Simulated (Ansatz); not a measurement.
**Single-point calculation, with input and output: WC (part 2 of 2)**

The same run, continued: WC (slab, 24 atoms in the cell); DFT PBE+D3(BJ), scalar-relativistic, plane waves, PAW, no spin polarisation (Ansatz 0.2.0); cutoff 420 eV, 4×3×1 k-mesh, Gaussian smearing of 0.1 eV. The structure derives from an entry of the Crystallography Open Database. It belongs to a series of runs on one base structure; here: the slab at its places in the relaxed adsorbed structure.

Output, continued:
```
  k-point 1: bands = ["-71.1499", "-71.1310", "-71.1283", "-71.1097", "-71.1089", "-71.1008", "-71.0905", "-71.0876", "-71.0873", "-71.0689", "-71.0601", "-71.0452", "-35.8566", "-35.7909", "-35.7777", "-35.7584", "-35.7508", "-35.7357", "-35.7303", "-35.7168", "-35.7017", "-35.6524", "-35.6458", "-35.6102", "-35.5544", "-35.5322", "-35.4852", "-35.4564", "-35.4441", "-35.3938", "-35.3697", "-35.3311", "-35.2832", "-35.2710", "-35.2528", "-35.2282", "-35.2164", "-35.1927", "-35.1505", "-35.1428", "-35.1422", "-35.1216", "-35.0799", "-35.0759", "-35.0634", "-35.0418", "-35.0354", "-35.0067", "-10.7216", "-9.5090", "-9.4292", "-8.5552", "-8.4256", "-8.3751", "-8.3194", "-8.0831", "-8.0639", "-7.2223", "-7.1334", "-6.6909", "-4.7254", "-3.7881", "-3.7742", "-3.7661", "-3.6144", "-3.5547", "-3.5025", "-3.1858", "-3.1122", "-2.8296", "-2.5106", "-2.3348", "-1.9446", "-1.7720", "-1.6303", "-1.4049", "-1.2318", "-1.0088", "-0.7448", "-0.6727", "-0.6661", "-0.4730", "-0.3612", "-0.3139", "-0.1157", "-0.0221", "0.0481", "0.1647", "0.2288", "0.3495", "0.4137", "0.4998", "0.5608", "0.8674", "0.8856", "0.9295", "1.2015", "1.2519", "1.5504", "1.8002", "1.8112", "2.1930", "2.4371", "2.4471", "2.4968", "2.6636", "2.8063", "3.0170", "3.0926", "3.2919", "3.3513", "3.8501", "3.8548", "3.8888", "4.3172", "4.6193", "4.7169", "4.9037", "4.9413", "5.0410", "5.3581", "5.4283", "5.7095", "5.7410", "5.8339", "6.1444", "6.1713", "6.2215", "6.6967", "6.9294", "7.1207", "7.2748"]
  k-point 2: bands = ["-71.1532", "-71.1300", "-71.1240", "-71.1157", "-71.1023", "-71.0999", "-71.0902", "-71.0873", "-71.0815", "-71.0729", "-71.0614", "-71.0498", "-35.8401", "-35.8181", "-35.7880", "-35.7731", "-35.7613", "-35.7366", "-35.7095", "-35.6915", "-35.6560", "-35.6557", "-35.6468", "-35.6221", "-35.6041", "-35.5796", "-35.4842", "-35.4425", "-35.4249", "-35.3830", "-35.3039", "-35.2869", "-35.2547", "-35.2437", "-35.2378", "-35.2299", "-35.1890", "-35.1734", "-35.1621", "-35.1586", "-35.1527", "-35.1364", "-35.1276", "-35.1167", "-35.0886", "-35.0744", "-35.0485", "-34.9981", "-10.8709", "-9.6074", "-8.7259", "-8.5507", "-8.5194", "-8.3586", "-8.3231", "-8.2865", "-8.2441", "-7.3637", "-7.0375", "-6.7146", "-4.3758", "-4.1723", "-4.0435", "-3.9571", "-3.7185", "-3.6511", "-3.5107", "-2.9323", "-2.6885", "-2.6846", "-2.5214", "-2.1850", "-1.7256", "-1.4105", "-1.3751", "-1.3550", "-1.2769", "-1.1714", "-1.1263", "-1.0870", "-1.0062", "-0.7733", "-0.5002", "-0.3897", "-0.2766", "-0.2213", "-0.1927", "-0.0335", "0.1086", "0.3245", "0.4113", "0.5858", "0.8518", "0.9097", "1.0503", "1.1317", "1.1673", "1.4722", "1.7331", "1.8317", "2.0654", "2.2625", "2.3088", "2.3565", "2.6157", "2.6954", "2.8032", "2.9127", "3.0727", "3.4237", "3.4611", "3.6561", "4.0513", "4.3782", "4.5688", "4.5812", "4.6495", "4.9122", "5.2175", "5.3213", "5.5398", "5.5999", "5.6480", "6.1093", "6.2948", "6.3048", "6.3592", "6.7685", "6.8513", "6.8885", "7.0610", "7.1875"]
  k-point 6: bands = ["-71.1296", "-71.1293", "-71.1109", "-71.1108", "-71.1099", "-71.1059", "-71.0912", "-71.0881", "-71.0818", "-71.0793", "-71.0717", "-71.0600", "-35.7109", "-35.7031", "-35.7014", "-35.6978", "-35.6696", "-35.6596", "-35.5419", "-35.5105", "-35.5028", "-35.4982", "-35.4812", "-35.4809", "-35.4740", "-35.4472", "-35.4442", "-35.4347", "-35.4339", "-35.4219", "-35.4206", "-35.4061", "-35.3931", "-35.3882", "-35.3596", "-35.3317", "-35.3226", "-35.2978", "-35.2928", "-35.2780", "-35.2329", "-35.2269", "-35.1910", "-35.1856", "-35.1807", "-35.1742", "-35.1079", "-35.1031", "-9.6309", "-9.5516", "-8.9112", "-8.8073", "-8.7853", "-8.7013", "-8.3537", "-8.2656", "-7.5150", "-7.5125", "-7.1264", "-7.1257", "-3.4888", "-3.4162", "-3.3912", "-3.3543", "-3.2406", "-3.2193", "-2.6184", "-2.5936", "-2.4295", "-2.3474", "-2.0180", "-1.9472", "-1.7906", "-1.7743", "-1.7252", "-1.6308", "-1.5981", "-1.4921", "-1.0758", "-1.0516", "-1.0464", "-1.0142", "-0.7747", "-0.6692", "-0.5262", "-0.5061", "-0.4780", "-0.4656", "-0.4129", "-0.3966", "0.1333", "0.1414", "0.7797", "0.8368", "0.9401", "1.0158", "1.2832", "1.3345", "1.3737", "1.3959", "1.8201", "1.8567", "1.9257", "2.1092", "2.2303", "2.2904", "2.3351", "2.3898", "2.5140", "2.5775", "2.7234", "2.9521", "3.9929", "4.0910", "4.4890", "4.5381", "4.9153", "5.0059", "5.1414", "5.1848", "5.6313", "5.6614", "6.0532", "6.0900", "6.3516", "6.3917", "6.5374", "6.5465", "6.6530", "6.7301", "6.8809", "6.9119"]
```

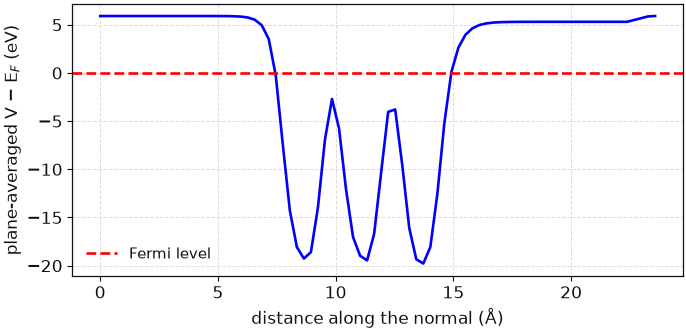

*Plane average of the electrostatic potential energy of an electron across the cell, from the Fermi level.*

The vacuum level lies 5.31 eV above the Fermi level on the upper side and 5.91 eV on the lower.

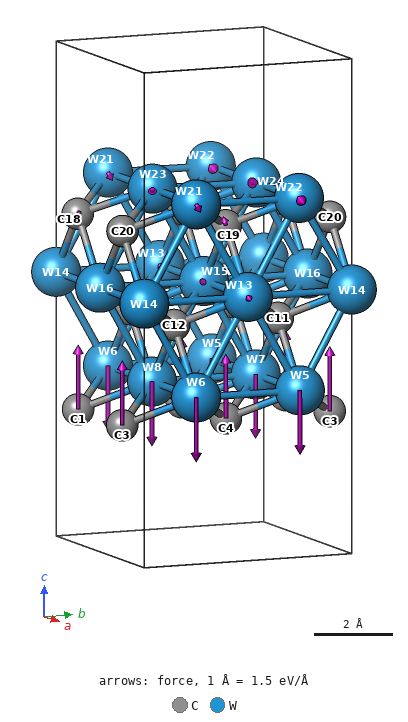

*Forces on the atoms as pink arrows (ball-and-stick view of the cell of the calculation, with the vacuum cut short, seen slightly off an axis; atoms are numbered from 1 in the order of the input); the smallest are left out.*

The largest act on C3 (2.54 eV/Å); W8 (2.54 eV/Å); C1 (2.54 eV/Å); W6 (2.54 eV/Å), among others. The geometry is not a stationary point of this energy.

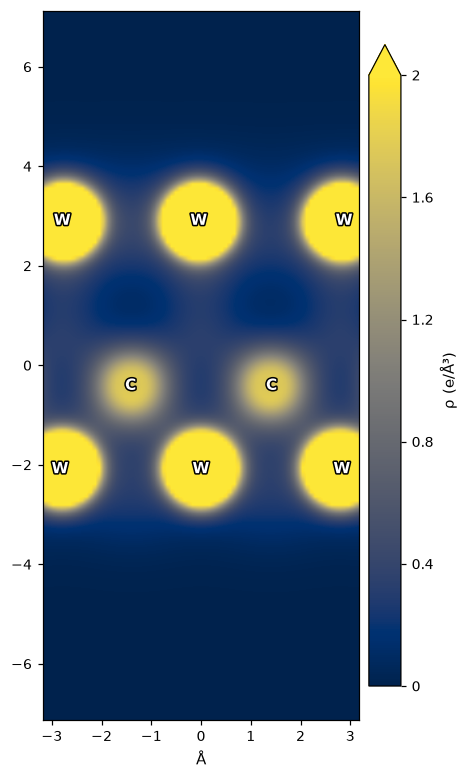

*Valence electron density on the (010) plane of the calculation cell, a cut from vacuum to vacuum.*

The section cuts through W and C sites. W–W (2.74 Å): ρ at the midpoint is about 0.43 e/Å³. W–C (2.19 Å): ρ is about 0.66 e/Å³ halfway. W–W (2.83 Å): ρ at the midpoint is about 0.36 e/Å³. W–W (2.83 Å): ρ is about 0.36 e/Å³ halfway. W–W (2.92 Å): ρ is about 0.32 e/Å³ halfway. The density dies away to nearly zero in the vacuum. The fields are those of the smooth PAW valence density.

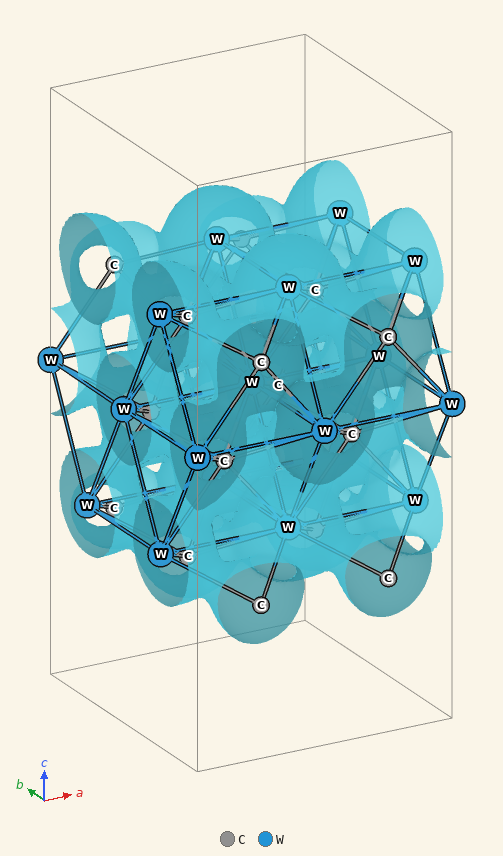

*Isosurface of the valence pseudo-density at 0.5 e/Å³ (cyan), seen at an oblique angle. Sticks mark near contacts.*

At this value the density is joined into sheets; it holds about 80 % of the electrons treated as valence (semicore included). It is pinched off along the W–W (2.74 Å) and W–W (2.80 Å) contacts. On the grid the lowest density along these lines, outside the cores, is 0.7 e/Å³ (W–C, 2.16 Å), 0.43 e/Å³ (W–W, 2.74 Å), 0.65 e/Å³ (W–C, 2.20 Å) and 0.39 e/Å³ (W–W, 2.80 Å).

This output came from the following input.

Input file:
```yaml
crystal:
  lattice:
    - [5.6653313024, 0.0, 0.0]
    - [0.0, 5.8038113753, 0.0]
    - [0.0, 0.0, 23.8639561048]
  atoms:
    - { symbol: C, position: [0.25, 0.0, 0.3352336036] }
    - { symbol: C, position: [0.25, 0.5, 0.3352336036] }
    - { symbol: C, position: [0.75, 0.0, 0.3352336036] }
    - { symbol: C, position: [0.75, 0.5, 0.3352336036] }
    - { symbol: W, position: [0.0, 0.75, 0.3703370882] }
    - { symbol: W, position: [0.0, 0.25, 0.3703370882] }
    - { symbol: W, position: [0.5, 0.75, 0.3703370882] }
    - { symbol: W, position: [0.5, 0.25, 0.3703370882] }
    - { symbol: C, position: [0.25, 0.75, 0.4405440573] }
    - { symbol: C, position: [0.25, 0.25, 0.4405440573] }
    - { symbol: C, position: [0.75, 0.75, 0.4405440573] }
    - { symbol: C, position: [0.75, 0.25, 0.4405440573] }
    - { symbol: W, position: [-0.0007679799, 0.4998266323, 0.4758742029] }
    - { symbol: W, position: [0.0008365387, 6.53473e-05, 0.4762661072] }
    - { symbol: W, position: [0.5007766634, 0.4998241068, 0.4758731276] }
    - { symbol: W, position: [0.4991656646, 6.68999e-05, 0.4762663908] }
    - { symbol: C, position: [0.2500122799, 0.5024737869, 0.5454792043] }
    - { symbol: C, position: [0.2500316341, -0.0018137405, 0.5481250252] }
    - { symbol: C, position: [0.7500461336, 0.4994207047, 0.5451935697] }
    - { symbol: C, position: [0.7499968286, 0.0014602964, 0.5466140701] }
    - { symbol: W, position: [-0.0024959961, 0.2511673216, 0.5803661288] }
    - { symbol: W, position: [-0.0077948701, 0.748971647, 0.579492819] }
    - { symbol: W, position: [0.5026113355, 0.2512040685, 0.5803627929] }
    - { symbol: W, position: [0.5078917587, 0.748937309, 0.5794861047] }
basis:
  ecutwfc: 420
kpoints:
  mp_grid: { grid: [4, 3, 1] }
hamiltonian:
  xc: pbe
  dispersion: d3bj
scf:
  occupations: { method: gaussian, width: 0.1 }
output:
  forces: true
  eigenvalues: true
  write_density: true
  volumetric_format: npy
efield:
  axis: 3
  dipole_correction: true
  ramp_width: 0.04
```

Launched with:
```bash
ansatz run input.yaml --threads 4 --pin off --max-ram 10240MiB --backend cpu --events-out ev --progress --plain --runs-dir out
```

Key numbers:

| quantity | value |
| --- | --- |
| outcome | converged |
| electrons treated | 216 |
| free energy | −127624.2165 eV |
| work function, top face | 5.31 eV |
| work function, bottom face | 5.91 eV |
| Fermi energy | 2.806 eV |
| gap on the k-point mesh | none (metallic) |
| work function (upper face) | 5.31 eV |
| largest force (length of the vector) | 2.539 eV/Å |
| hardware | 4 threads of Arm Neoverse V2, 24 GiB of memory available, shared host |
| wall time | 21 s (CPU time 83 s) |
| peak memory | 2.1 GiB |

Notes:

Spin–orbit coupling is left out, which matters for W.
